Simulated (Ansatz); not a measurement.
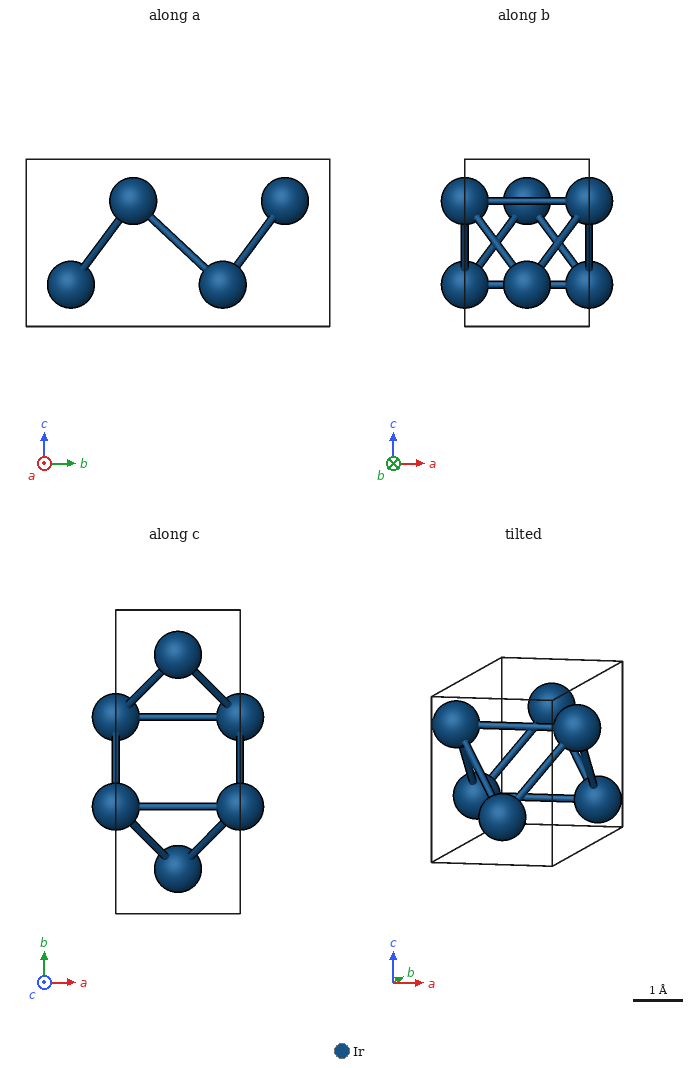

Shown here is a ball-and-stick view of the crystal, taken along the a axis, along the b axis, along the c axis and slightly off an axis. The conventional unit cell is drawn as a box.

Lattice parameters: a = 2.5663 Å, b = 6.2697 Å, c = 3.4543 Å, α = 90.000°, β = 90.000°, γ = 90.000°.

> Write down what is shown as a CIF in P1 with every atom of the cell, with free fractional coordinates to two decimals.

```cif
data_structure
_symmetry_space_group_name_H-M 'P 1'
_symmetry_Int_Tables_number 1
_cell_length_a 2.5663
_cell_length_b 6.2697
_cell_length_c 3.4543
_cell_angle_alpha 90.000
_cell_angle_beta 90.000
_cell_angle_gamma 90.000
_cell_volume 55.58
loop_
_atom_site_label
_atom_site_type_symbol
_atom_site_fract_x
_atom_site_fract_y
_atom_site_fract_z
_atom_site_occupancy
Ir1 Ir 0.50 0.15 0.25 1
Ir2 Ir 0.00 0.35 0.75 1
Ir3 Ir 0.00 0.65 0.25 1
Ir4 Ir 0.50 0.85 0.75 1
```

The initial geometry was a structure type filled with this element by a generator (whether the element takes this form wasn't checked). Earlier steps of the study may have refined or changed the cell and positions. A calculation with Ansatz used it as input.

At this level of theory the cell isn't at rest (compressed, at 52 GPa), so its distances can differ from those at equilibrium, the more so the softer the solid.
